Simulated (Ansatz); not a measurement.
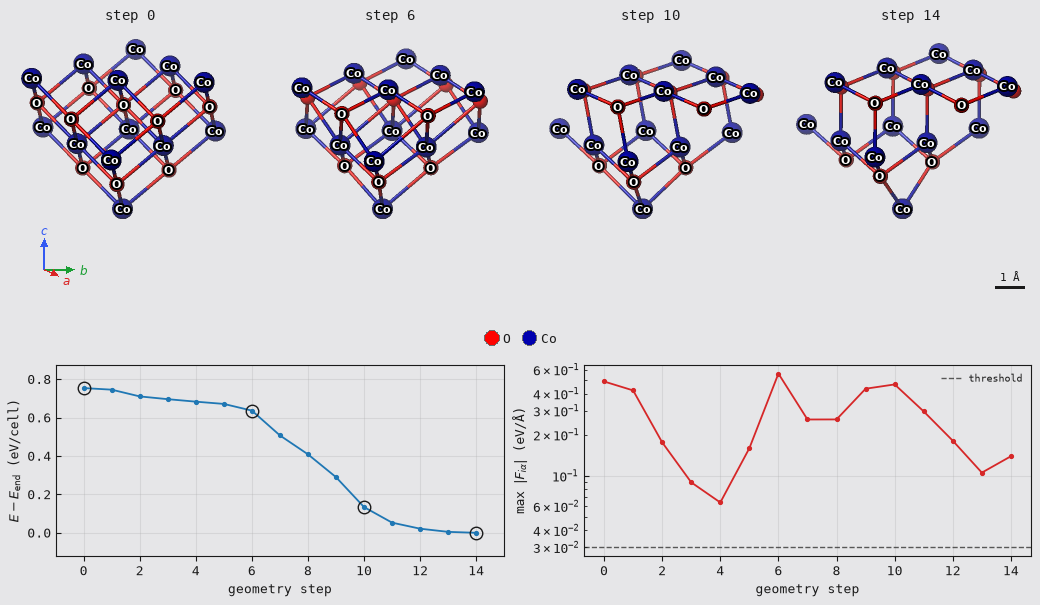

Frames of a constrained relaxation of a slab of composition CoO (cut from the I4/mmm phase), marked on the history of the run. Style: ball-and-stick. Shown: the atoms within 4.2 Å of the atom that moves most (axes of the 3 × 3 repeat of the cell, outlined in the plane, without the vacuum), slightly off an axis.

Case: clean slab, lower half held. The slab is the (1 0 1) face of CoO. 4 atoms are held fixed.

Theory: DFT PBE, scalar-relativistic, plane waves, PAW in Ansatz 0.2.0. Settings: plane-wave cutoff 420 eV; k-point mesh 11 × 11 × 1; occupations gaussian; smearing width 0.1 eV; collinear spin; dipole correction; atoms relaxed in a fixed cell; force threshold 0.03 eV/Å; at most 70 steps.

**What happens along the run?**

The run was cut off at its time limit before the relaxation converged, so the last structure is only a point on the way. The atom that moves furthest is an O atom (1.24 Å at 56° to the normal (+c side)). By element the largest moves are O 1.24 Å, Co 1.01 Å. The cell doesn't change. Near-neighbour distances that change, for instance: Co–O 2.133 → 3.564 Å, Co–O 2.107 → 2.811 Å, Co–O 2.133 → 1.809 Å, Co–O 2.107 → 1.811 Å. Bonds break, among them: Co–O (2.11 → 2.81 Å), Co–O (2.13 → 3.56 Å). Among the angles between lasting bonds that change: Co–O–Co 180.0° → 106.1°, Co–O–Co 90.0° → 112.9°, O–Co–O 90.0° → 112.9°. Over 14 geometry steps the energy falls by 0.754 eV per cell of the calculation. Largest force component: 0.49 eV/Å at the start, 0.14 eV/Å at the end. From step 0 to 6: O and Co atoms move most (0.52 Å), energy −0.117 eV per cell of the calculation. From step 6 to 10: an O atom moves most (0.76 Å), energy −0.502 eV per cell of the calculation. From step 10 to 14: O and Co atoms move most (0.59 Å), energy −0.134 eV per cell of the calculation.

```csv
step,"E − E(0), meV/atom","largest force component, eV/Å"
0,0.00,0.4917
1,-1.04,0.4229
2,-5.44,0.1760
3,-7.23,0.0897
4,-8.85,0.0639
5,-10.32,0.1596
6,-14.69,0.5618
7,-30.83,0.2590
8,-43.14,0.2593
9,-58.00,0.4352
10,-77.50,0.4679
11,-87.63,0.2967
12,-91.56,0.1810
13,-93.62,0.1057
14,-94.24,0.1393
```
